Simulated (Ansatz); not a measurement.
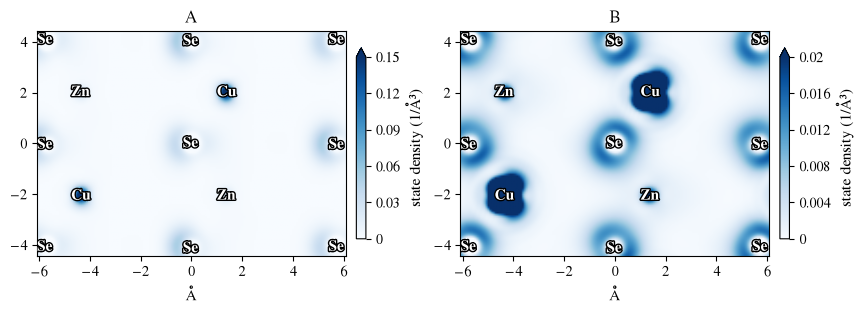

ZnCu2SnSe4: densities of the states in two energy windows, on the (110) plane of the conventional cell.

Space group I-4. The cell comes from a database of computed structures, not from a measurement.

These are results of DFT PBE, scalar-relativistic, plane waves, PAW in Ansatz, not measurements.

Core electrons are frozen (PAW), so the fields are smoothed inside the atomic spheres.

Match the panels to the energy ranges (zero at the Fermi level): −1.2 to 0.0 eV and 0.0 to +1.2 eV.

Answer. Panel A: 0.0 to +1.2 eV, the empty states just over the Fermi level, mainly Se 4p (60 %), Sn 5s (25 %) and Cu 3d (10 %).
Panel B: −1.2 to 0.0 eV, the filled states just under the Fermi level, mainly Cu 3d (55 %) and Se 4p (40 %).
The characters are Löwdin shares on a minimal set of atomic orbitals.

Run time: 39 s on 2 threads of Intel(R) Xeon(R) Processor @ 2.70GHz, on a shared host, peak memory 0.87 GiB.
